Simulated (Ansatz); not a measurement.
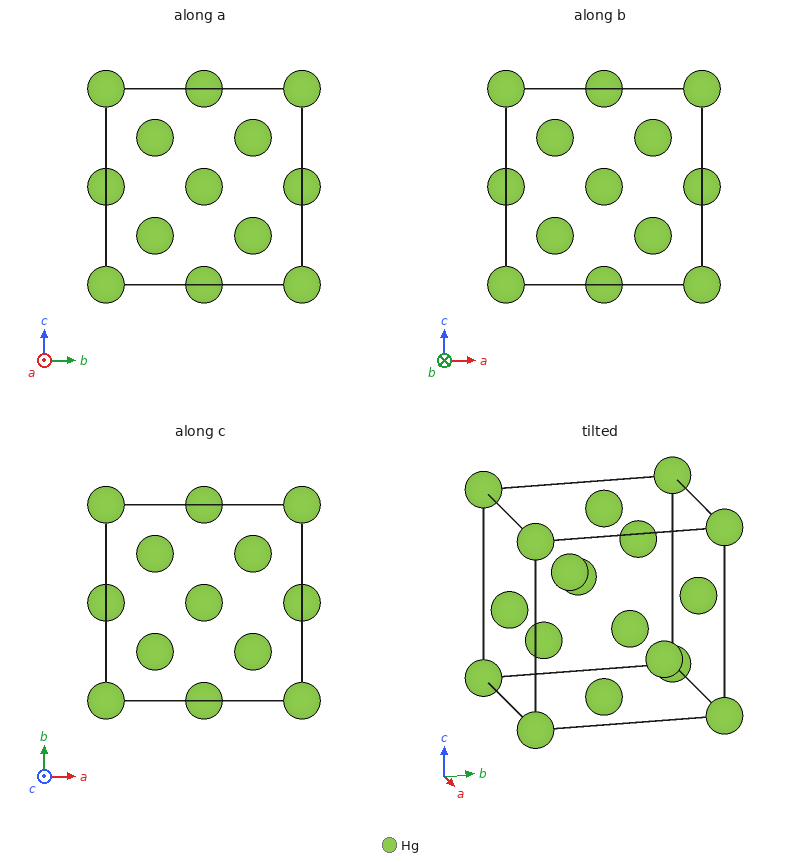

Crystal structure, spheres-only style, seen along the a axis, along the b axis, along the c axis and slightly off an axis. The conventional unit cell is outlined; an atom on or near a face, edge or corner is repeated at each equivalent position.

Lattice parameters: a = 6.6145 Å, b = 6.6145 Å, c = 6.6145 Å, α = 90.000°, β = 90.000°, γ = 90.000°.

Express the structure as a CIF with its space group and independent sites.

```cif
data_structure
_symmetry_space_group_name_H-M 'F d -3 m :1'
_symmetry_Int_Tables_number 227
_cell_length_a 6.6145
_cell_length_b 6.6145
_cell_length_c 6.6145
_cell_angle_alpha 90.000
_cell_angle_beta 90.000
_cell_angle_gamma 90.000
_cell_volume 289.40
loop_
_atom_site_label
_atom_site_type_symbol
_atom_site_symmetry_multiplicity
_atom_site_Wyckoff_symbol
_atom_site_fract_x
_atom_site_fract_y
_atom_site_fract_z
_atom_site_occupancy
Hg1 Hg 8 a 0.2500 0.7500 0.7500 1
```

Its origin is a structure type filled with this element by a generator (whether the element takes this form wasn't checked). Earlier steps of the study may have refined or changed the cell and positions. It was run through Ansatz as a DFT input.
